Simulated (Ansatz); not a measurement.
**HfO$_{2}$: density, localisation and related maps**

The calculation's input:

```
crystal:
  lattice:
    - [0.0, 2.4964775296, 2.5216944743]
    - [2.4712605848, 0.0, 2.5216944743]
    - [2.4712605848, 2.4964775296, 0.0]
  atoms:
    - { symbol: Hf, position: [0.0, 0.0, 0.0] }
    - { symbol: O, position: [0.25, 0.25, 0.25] }
    - { symbol: O, position: [0.75, 0.75, 0.75] }
basis:
  ecutwfc: 520.0
kpoints:
  mp_grid: { grid: [8, 8, 8] }
hamiltonian:
  xc: pbesol
scf:
  occupations: { method: gaussian, width: 0.05 }
output:
  forces: true
  stress: true
  eigenvalues: true
  write_density: true
  write_potential: true
  elf: true
  volumetric_format: npy
```

Run with:

```sh
ansatz run input.yaml --threads 1 --pin off --max-ram 2048MiB --backend cpu --events-out ev --progress --plain --runs-dir out
```

Below, planes, directions and counts refer to the conventional cell (a = 4.94 Å, b = 4.99 Å, c = 5.04 Å, α = 90.00°, β = 90.00°, γ = 90.00°).

Space group Fmmm; changed on purpose from its base cell (normal strain along x -0.0200, normal strain along y -0.0100); computed pressure about 9 GPa in this cell.

The calculation used Ansatz, DFT PBEsol, scalar-relativistic, plane waves, PAW.

In a PAW calculation such maps are meaningful between the atoms, not at the nuclei.

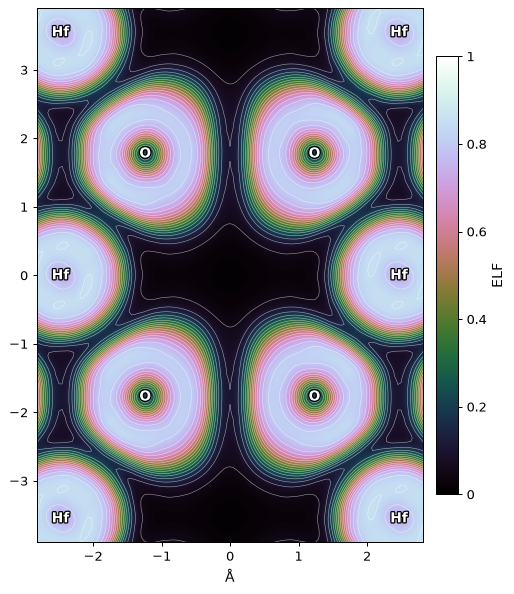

Figure 1. ELF on the (011̄) plane of the conventional cell.

> Interpret the plot.

The section cuts through Hf and O sites.
Hf–O (2.16 Å): the ELF peaks at about 0.85 in the valence shell of O, 0.6 Å from its nucleus, and drops to about 0.15 between the two atoms: no shared electron pair shows on this line.
The features right at Hf lie inside the PAW spheres, where the map follows smoothed inner orbitals and isn't to be read closely.

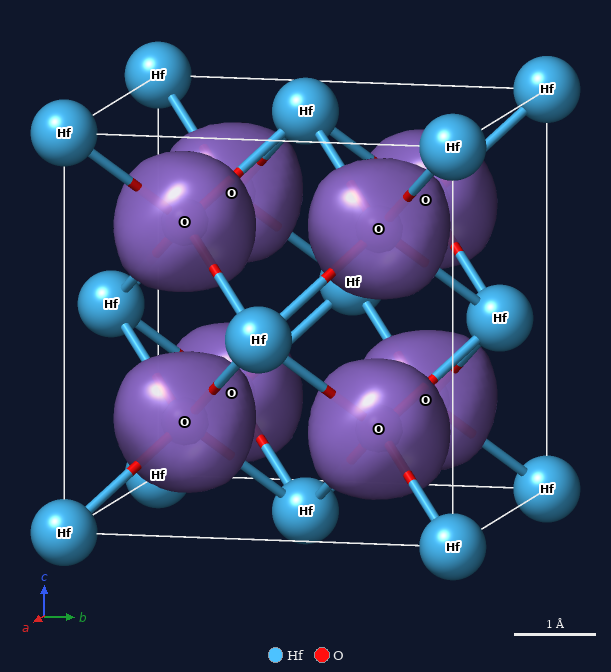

Figure 2. Isosurface of the ELF at 0.6 (purple), seen slightly off an axis. Only the valence region is drawn (cores and ρ < 0.01 e/Å³ removed). Sticks mark near contacts.

> Where are the electrons localised?

The ELF exceeds this value in eight regions wrapped around O (the valence shell of each), counted in one cell of 12 atoms. Regions shared between cells count once.

> Does the calculation give a band gap?

It is gapped, with a Kohn–Sham gap of 3.6 eV on the k-point mesh (the band edges may lie off the mesh, which would make the gap smaller).
